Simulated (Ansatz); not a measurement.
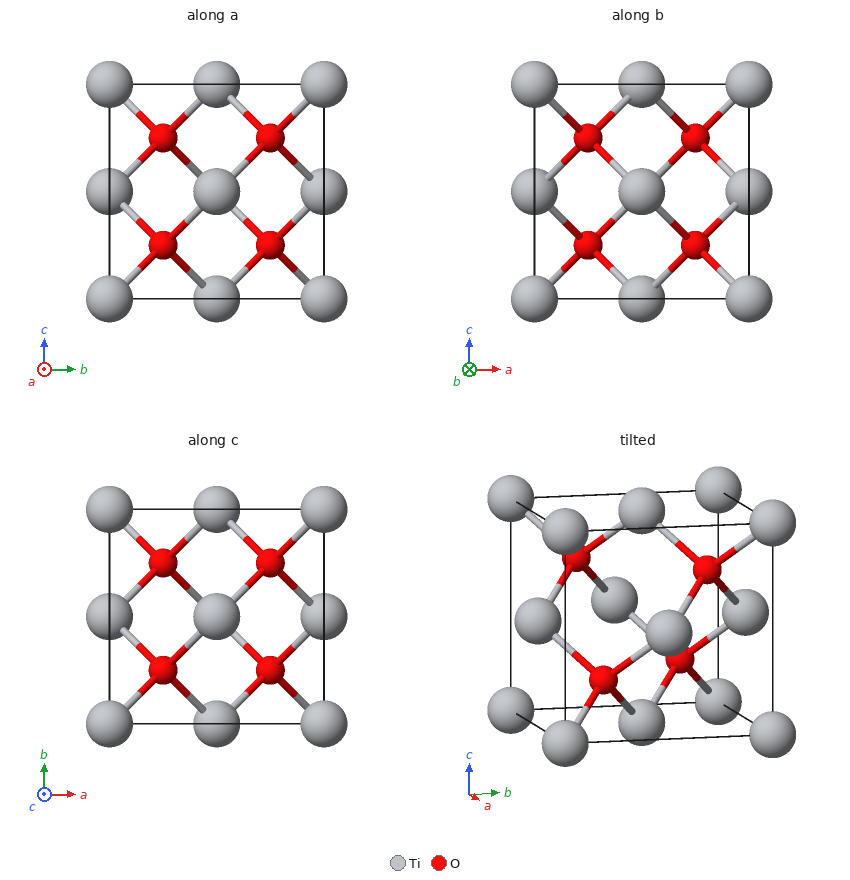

The crystal in a ball-and-stick representation, seen along the a axis, along the b axis, along the c axis and slightly off an axis. The frame is the conventional unit cell; atoms at its boundary are shown with their periodic copies.

Lattice parameters: a = 4.9333 Å, b = 4.9333 Å, c = 4.9333 Å, α = 90.000°, β = 90.000°, γ = 90.000°.

Question: Put the structure into a CIF with its space group and independent sites.

Answer:
```cif
data_structure
_symmetry_space_group_name_H-M 'F -4 3 m'
_symmetry_Int_Tables_number 216
_cell_length_a 4.9333
_cell_length_b 4.9333
_cell_length_c 4.9333
_cell_angle_alpha 90.000
_cell_angle_beta 90.000
_cell_angle_gamma 90.000
_cell_volume 120.06
loop_
_atom_site_label
_atom_site_type_symbol
_atom_site_symmetry_multiplicity
_atom_site_Wyckoff_symbol
_atom_site_fract_x
_atom_site_fract_y
_atom_site_fract_z
_atom_site_occupancy
Ti1 Ti 4 a 0.0000 0.0000 0.0000 1
O1 O 4 d 0.2500 0.2500 0.7500 1
```

It goes back to a structure type filled with these elements by a generator (whether the compound takes this form wasn't checked). Earlier steps of the study, as a rule a relaxation of our own, may have changed the cell and positions, so they can lie some per cent off the listed ones. It went into a calculation with Ansatz.

At this level of theory the run's own cell isn't at rest (stretched, at -20 GPa), so its distances can differ from those at equilibrium, the more so the softer the solid.
